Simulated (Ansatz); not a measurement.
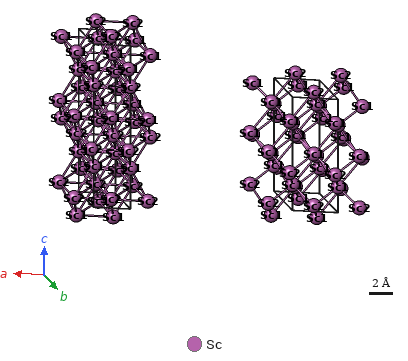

Two geometries of solid Sc (built on the grey arsenic (A7)_166 type) (coarse preliminary run), drawn at one scale. One is the start of a relaxation, the other its converged end. The picture is a ball-and-stick view of the conventional cell (3 times the calculation's cell), seen from a free direction. Lengths and directions refer to the drawn axes.

Level of theory: DFT PBE, scalar-relativistic, plane waves, PAW in Ansatz 0.2.0. Settings: plane-wave cutoff 420 eV; k-point mesh 6 × 6 × 6; occupations gaussian; smearing width 0.1 eV; no spin polarisation; cell and atoms relaxed; force threshold 0.04 eV/Å; at most 70 steps.

Q: Which one is relaxed?

A: The left one is the relaxed one. Case: grey arsenic (A7) type (R-3m, No. 166). The largest moves relative to the cell, 0.36 Å, are those of Sc1 and Sc2. Sc2 goes along −c. The volume changes by −5.6 %, with a = b 4.023 → 3.259 Å (−19.0 %), c 11.191 → 16.108 Å (+43.9 %). Among the contacts that change: Sc1–Sc1 4.023 → 3.259 Å, Sc1–Sc2 2.693 → 3.278 Å, Sc1–Sc2 (another image) 3.317 → 3.278 Å. Among the angles between lasting bonds that change: Sc2–Sc1–Sc2 96.7° → 59.6°, Sc2–Sc1–Sc2 93.4° → 120.4°, Sc2–Sc1–Sc2 164.8° → 180.0°. The space group stays R-3m (No. 166). After 12 accepted moves (14 points after the start) the energy has fallen by 1027 meV per atom. Largest force component: 2.3 eV/Å at the start, 0.00081 eV/Å at the end. Pressure: 0.25 GPa at the start and −0.02 GPa at the end. The SCF was repeated twice at an unchanged geometry on a basis and grid sized afresh for the cell, which shifted the energy by 41.3 meV per atom at most.
